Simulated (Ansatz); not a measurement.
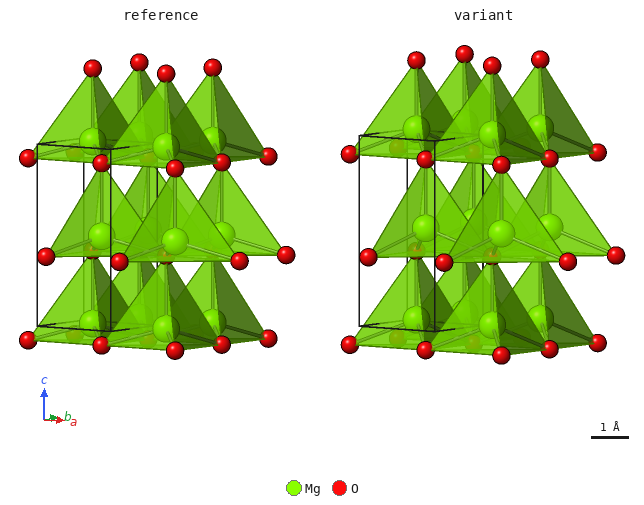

Left: a symmetric starting cell of MgO. Right: the same structure after one change, at the same scale. Style: polyhedral. Shown: the cell of the calculation, repeated 2 × 2 × 1 with one cell outlined, from a free direction.

Level of theory: DFT PBE, scalar-relativistic, plane waves, PAW in Ansatz 0.2.0. Set-up: plane-wave cutoff 420 eV; k-point mesh 9 × 9 × 6; occupations gaussian; smearing width 0.02 eV; no spin polarisation.

Q: What was changed?

A: The cell is strained by +4.7 % along c and +3.2 % across it (volume +11.4 %) and atoms are displaced by 0.10 Å relative to the cell. No relaxation follows. The starting cell wasn't computed here and needn't be at equilibrium, so pressure and forces aren't due to the change alone.

Q: How do the computed properties respond?

A: The pressure is −4.8 GPa (not all of it need come from the change, since the unchanged cell can be under pressure at this level too). The principal stresses (compression positive) are 6.5 GPa along c and −10.5 GPa across it. The largest forces, 1.5 eV/Å, act on Mg and O. The forces point straight back along the displacements (cosine −1.00). Near-neighbour distances before and after: Mg–O 1.973 → 2.101 Å, Mg–O 1.995 → 1.878 Å. The space group stays P6_3mc (No. 186).
